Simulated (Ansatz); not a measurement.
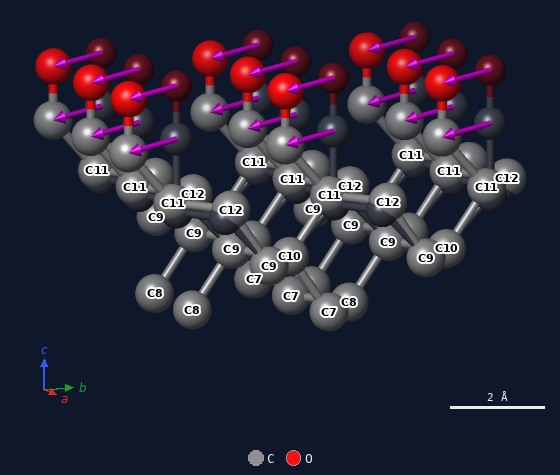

A constrained relaxation of a slab of composition C$_{13}$O (cut from the Fd-3m phase). The starting structure is drawn faded, the final one solid; purple arrows show the displacements, at their true length.

A ball-and-stick model of the atoms within 5.0 Å of the atom that moves most (axes of the 3 × 2 repeat of the cell, outlined in the plane, without the vacuum), seen slightly off an axis.

Case: CO put at a top C site. The slab is the (1 1 0) face of C with CO on it. 6 atoms are held fixed.

Computed with DFT PBEsol, scalar-relativistic, plane waves, PAW in Ansatz. Settings: plane-wave cutoff 420 eV; k-point mesh 11 × 8 × 1; occupations gaussian; smearing width 0.05 eV; no spin polarisation; dipole correction; atoms relaxed in a fixed cell; force threshold 0.03 eV/Å; at most 70 steps.

> Describe the change and its energy.

The atom that moves furthest is a C atom (1.12 Å at 77° to the normal (−c side)). By element the largest moves are C 1.12 Å, O 1.11 Å. The lattice vectors keep their values. Near-neighbour distances that change, for instance: C–C 1.428 → 1.539 Å, C–C 1.473 → 1.570 Å, C–C 1.580 → 1.519 Å, C–C 1.588 → 1.535 Å. Bond angles that change, for instance: C–C–O 180.0° → 138.0°, C–C–C 135.7° → 103.2°, C–C–C 90.0° → 112.9°. Over 11 accepted moves (12 points after the start) the energy falls by 1.779 eV per cell of the calculation. Largest force component: 4.7 eV/Å at the start, 0.014 eV/Å at the end. The line search rejected the trial step at point 9 of the run.

Limits of the set-up: the periodic images lie only 2.5 Å apart, so the values are limited by the cell's size.
